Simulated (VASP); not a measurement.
# Energy of Pt along an even scaling of the cell

System: Pt (2 atoms in the cell).
Method: Kohn-Sham DFT of a periodic cell, PBEsol, VASP PAW PBE potentials, recommended, no spin polarisation (VASP 6.6.1).

The 7 runs differ only in the geometry, by an even scaling of the cell at fixed fractional positions. The structure derives from a Materials Project entry.

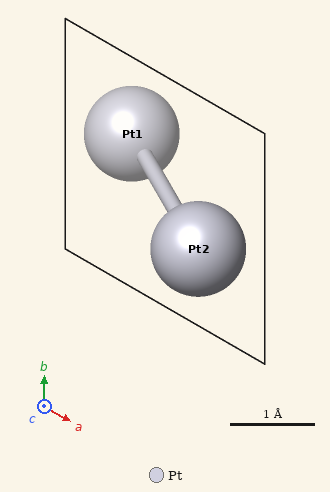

Figure 1. The structure of run 4 (ball-and-stick view of the cell of the calculation, along the c axis; atoms are numbered from 1 in the order of the input).

## INCAR of run 4
```
SYSTEM = Pt
ALGO     = Normal         ! electronic algorithm
EDIFF    = 1E-7           ! SCF threshold, eV
ENCUT    = 520            ! plane-wave cutoff, eV
GGA      = PS             ! functional
ISIF     = 2              ! what is computed and relaxed
ISMEAR   = -1             ! smearing method
LASPH    = .TRUE.         ! aspherical terms in the spheres
LCHARG   = .FALSE.        ! write CHGCAR
LREAL    = .FALSE.        ! projectors in reciprocal space
LWAVE    = .FALSE.        ! write WAVECAR
NBANDS   = 17             ! bands
NELM     = 60             ! most SCF steps
PREC     = Accurate       ! precision mode
SIGMA    = 0.05           ! smearing width, eV
```

## KPOINTS of run 4
```
k-points
0
G
  11 11 6
  0 0 0
```

## POSCAR of run 4
```
Pt
1.0
    2.7606656158      0.0000000000      0.0000000000
   -1.3803328079      2.3908065546      0.0000000000
    0.0000000000      0.0000000000      4.7921340000
Pt
2
Direct
    0.3333333333      0.6666666667      0.2500000000
    0.6666666667      0.3333333333      0.7500000000
```

Command:
```bash
cat potpaw_PBE.64/Pt/POTCAR > POTCAR
mpirun -np 1 vasp_std > vasp.out
```

Run 2 differs from it as follows:
```diff
-    2.7606656158      0.0000000000      0.0000000000
-   -1.3803328079      2.3908065546      0.0000000000
-    0.0000000000      0.0000000000      4.7921340000
+    2.7233547499      0.0000000000      0.0000000000
+   -1.3616773750      2.3584943969      0.0000000000
+    0.0000000000      0.0000000000      4.7273674930
```

## Results, with one run withheld

| run | volume per atom (Å³) | free energy per atom, from the lowest run given (meV) | pressure (GPa) |
| --- | --- | --- | --- |
| 1 | 14.866 | 0.00 | 5.36 |
| 2 | 15.182 | ? | ? |
| 3 | 15.498 | 2.33 | −6.28 |
| 4 | 15.815 | 19.25 | −11.02 |
| 5 | 16.131 | 44.93 | −15.15 |
| 6 | 16.447 | 78.24 | −18.75 |
| 7 | 16.763 | 118.18 | −21.88 |

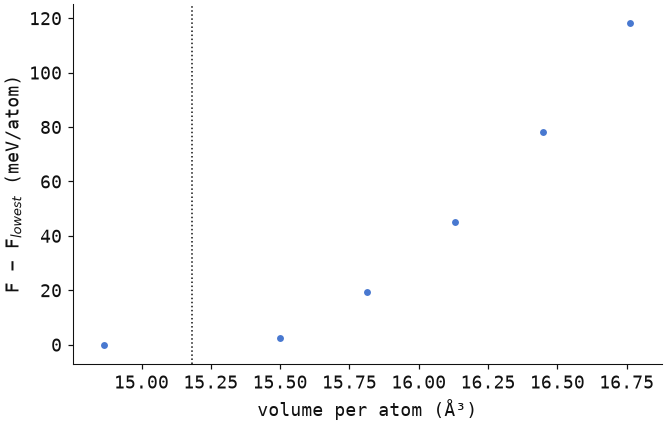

Figure 2. Free energy per atom of the runs given; the dotted line marks run 2.

Estimate the energy of run 2 from the others.

A cubic polynomial in V^(−2/3) (the Birch–Murnaghan form), fitted to the 6 runs given, misses them by at most 0.02 meV per atom. With x = V^(−2/3) − 0.15815 Å⁻², it reads F = 25.358 − 11353 x + 1.0487e+06 x² + 4.8003e+06 x³ (meV per atom). At run 2 it gives −4.56 meV per atom, and the run itself gives −4.58. The slope of the fit gives a pressure −dF/dV of −0.72 GPa there, and the run prints −0.86 GPa. The two needn't agree exactly: the fit is approximate, and the printed stress is taken on a finite basis. The fit has its minimum at 15.143 Å³ per atom, where V d²F/dV² gives 282 GPa. Cell shape and fractional positions are held, so this is the stiffness under even scaling; the relaxed bulk modulus wasn't computed.

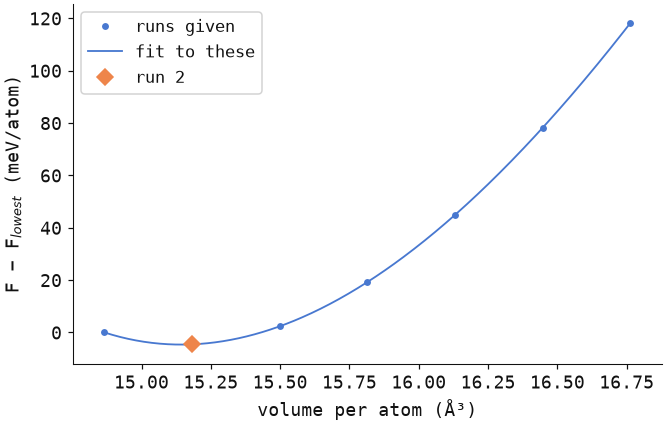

Figure 3. The fit and the withheld run.

## OSZICAR and lines of OUTCAR (run 2)
```
N       E                     dE             d eps       ncg     rms          rms(c)
DAV:   1     0.100114125139E+03    0.10011E+03   -0.10477E+04  2176   0.113E+03
DAV:   2    -0.128809434005E+02   -0.11300E+03   -0.10718E+03  2327   0.247E+02
DAV:   3    -0.146985800318E+02   -0.18176E+01   -0.17897E+01  2663   0.311E+01
DAV:   4    -0.147079221054E+02   -0.93421E-02   -0.93403E-02  2619   0.230E+00
DAV:   5    -0.147080104247E+02   -0.88319E-04   -0.88319E-04  2674   0.233E-01    0.187E+01
DAV:   6    -0.138963526142E+02    0.81166E+00   -0.12379E+00  2251   0.993E+00    0.958E+00
DAV:   7    -0.138114845523E+02    0.84868E-01   -0.22362E-01  2617   0.419E+00    0.309E+00
DAV:   8    -0.138028586043E+02    0.86259E-02   -0.25994E-02  2344   0.135E+00    0.919E-01
DAV:   9    -0.138022930399E+02    0.56556E-03   -0.53487E-04  2409   0.200E-01    0.393E-02
DAV:  10    -0.138023008299E+02   -0.77900E-05   -0.10161E-05  2696   0.209E-02    0.851E-03
DAV:  11    -0.138023025711E+02   -0.17412E-05   -0.62120E-07  2567   0.617E-03    0.271E-03
DAV:  12    -0.138023029902E+02   -0.41902E-06   -0.28100E-08  1371   0.155E-03    0.409E-04
DAV:  13    -0.138023029803E+02    0.98617E-08   -0.24717E-09  1173   0.361E-04
   1 F= -.13802303E+02 E0= -.13785081E+02  d E =-.344440E-01
[... from OUTCAR:]
  free energy    TOTEN  =       -13.80230298 eV
  energy without entropy =      -13.76785897  energy(sigma->0) =      -13.78508097
 E-fermi :  10.9396     XC(G=0): -13.5834     alpha+bet :-16.5036
  free  energy   TOTEN  =       -13.8023029803 eV
  energy  without entropy=      -13.7678589683  energy(sigma->0) =      -13.78508097
```

Notes: Spin–orbit coupling is left out, which matters for Pt.
